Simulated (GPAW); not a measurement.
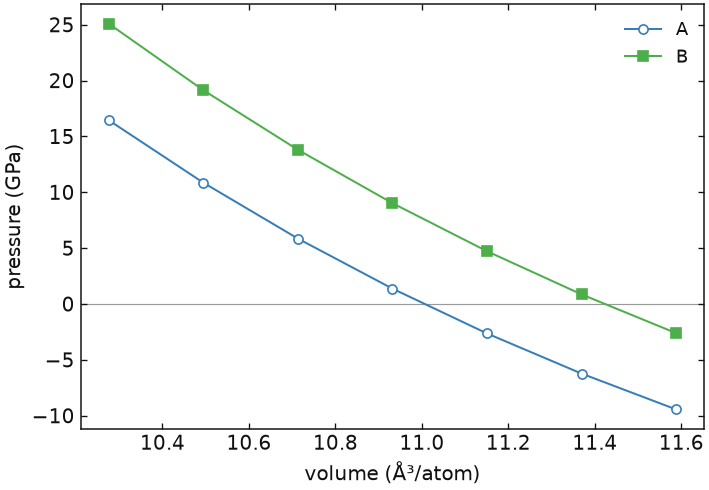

The plot gives the computed pressure against volume, with one curve for each functional, for AlNi₃ (space group Pm-3m). The labels are replaced by letters. In alphabetical order the cases are: PBE; PBEsol.

Calculation (GPAW 26.7.0): PAW DFT in plane waves, on a grid or in atomic orbitals, collinear spins; energies at scaled volumes of the given cell, shape and fractions fixed, counted from the fit's minimum, third-order Birch-Murnaghan fit. All runs: collinear spin.

occupations Fermi–Dirac; smearing width 0.05 eV; wave cutoff 600 eV.

### Which letter stands for which functional?

A: PBEsol; B: PBE.

Note: nickel data set pressure off other codes.
